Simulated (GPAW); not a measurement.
## AlN (F-43m): refractive index against wavelength

The refractive index of AlN (F-43m) below the direct gap (4.11 eV on the mesh) is read from one computed spectrum, n = √(Re ε).

Cell: a, b, c = 3.089, 3.089, 3.089 Å (primitive vectors), 2 atoms.

Method: GPAW 26.7.0, PBE, RPA, k-mesh 14×14×14, local fields up to 50 eV, Lorentzian half width 0.15 eV.

Launch of the response step: `OMP_NUM_THREADS=1 python df.py`. The run took 21 s, its band step included, on 1 thread of Intel(R) Xeon(R) Platinum 8375C CPU @ 2.90GHz (Ice Lake), on a shared host.

```
wavelength (nm)  photon energy E (eV)       n
           1310                 0.946  2.1138
           1064                 1.165  2.1199
            850                 1.459       ?
            700                 1.771  2.1443
            633                 1.959  2.1543
            532                 2.331  2.1786
            450                 2.755  2.2148
```

In the single-oscillator model n² − 1 = E₀E_d/(E₀² − E²), so 1/(n² − 1) = E₀/E_d − E²/(E₀E_d) is linear in E².

Working, on the rows shown:

| x = E² (eV²) | y = 1/(n² − 1) |
| --- | --- |
| 0.895757 | 0.288338 |
| 1.35784 | 0.286207 |
| 3.13716 | 0.27793 |
| 3.83641 | 0.274649 |
| 5.43137 | 0.26693 |
| 7.59115 | 0.25606 |

Means: x̄ = 3.7083, ȳ = 0.27502. Σ(x − x̄)(y − ȳ) = -0.153, Σ(x − x̄)² = 31.82. Slope = -0.153 / 31.82 = -0.004808; intercept = ȳ − slope · x̄ = 0.29285. Turned back into n, the line misses the rows shown by at most 0.00099.

Q: Predict the last column of the withheld row from the fit.

A: At x = 2.1276 the line gives y = 0.28262, that is 2.1303. The run gave 2.1302, so the interpolation is off by 0.00013, 0.1 % of the range in the table.

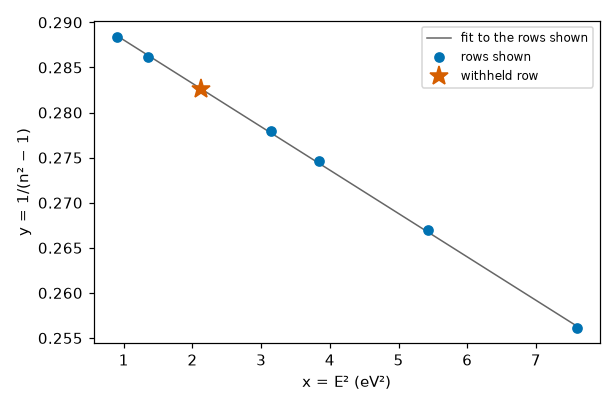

Refitted with all rows, the slope is -0.00481 and the intercept 0.29286. These give E₀ = √(intercept/−slope) = 7.80 eV and E_d = E₀/intercept = 26.6 eV; E₀ is 1.9 times the direct gap. The electronic limit at long wavelengths, without lattice vibrations, is n = √(1 + 1/intercept) = 2.101. Excitons are left out; PBE gaps are as a rule too small. The values come from a sum over the points of one k-mesh and carry its error, which grows as the direct gap shrinks. The local-field cutoff holds few shells of reciprocal vectors for this small cell, so ε∞ can read a few per cent high.

[Logs are printed without paths, hosts, clocks, repeated set-up lines and the standing remarks that a program may print on its own settings, such as how far it seeks lower states.]
